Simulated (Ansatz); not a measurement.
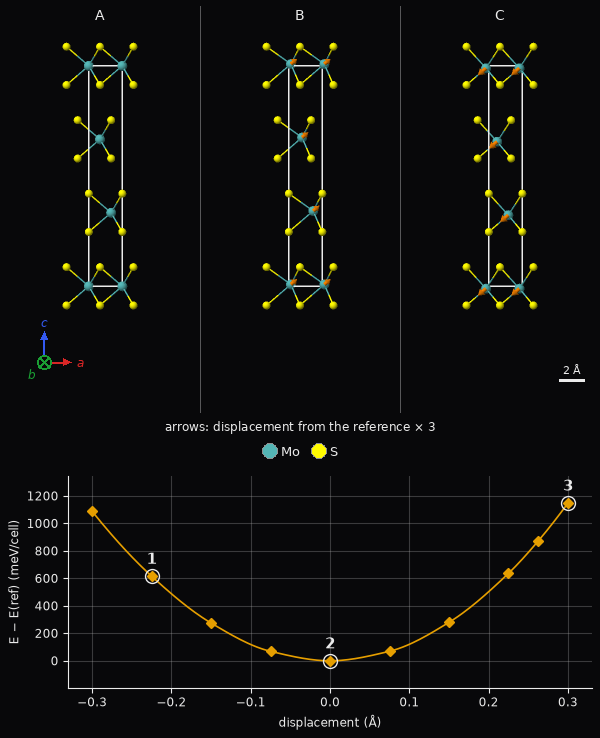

A scan of solid MoS₂ (R3m): the whole Mo sublattice is shifted rigidly, towards the nearest copy of atom 2 (S) at 2.399 Å, all else fixed. The frames are shuffled; the numbered points of the plot belong to them. The picture is a ball-and-stick view of the conventional cell (3 times the calculation's cell), seen along the b axis. Orange arrows: displacements from the reference. Lengths and directions refer to the drawn axes.

These are results of Ansatz 0.2.0, DFT PBE+D3(BJ), scalar-relativistic, plane waves, PAW, not measurements. Settings: plane-wave cutoff 420 eV; k-point mesh 12 × 12 × 12; occupations gaussian; smearing width 0.05 eV; no spin polarisation. Energies (free energies at the smearing named) are counted from the relaxed crystal.

Match the frames to the points.

Answer. Point 1 is frame B (the displacement −0.225 Å, 616 meV/cell); 2 is frame A (the displacement 0.00 Å, 0 meV/cell); 3 is frame C (the displacement 0.30 Å, 1148 meV/cell). The lowest computed point lies at the displacement 0.00 Å (0 meV/cell). The end points stand at 1088 meV/cell (−0.30 Å) and 1148 meV/cell (0.30 Å). The curvature at zero is about 25 eV/Å² per cell. The well is nearly symmetric. At the highest point the shortest interatomic distance is 2.10 Å, against 2.40 Å in the reference. The distortion takes the space group from R3m to Cm.
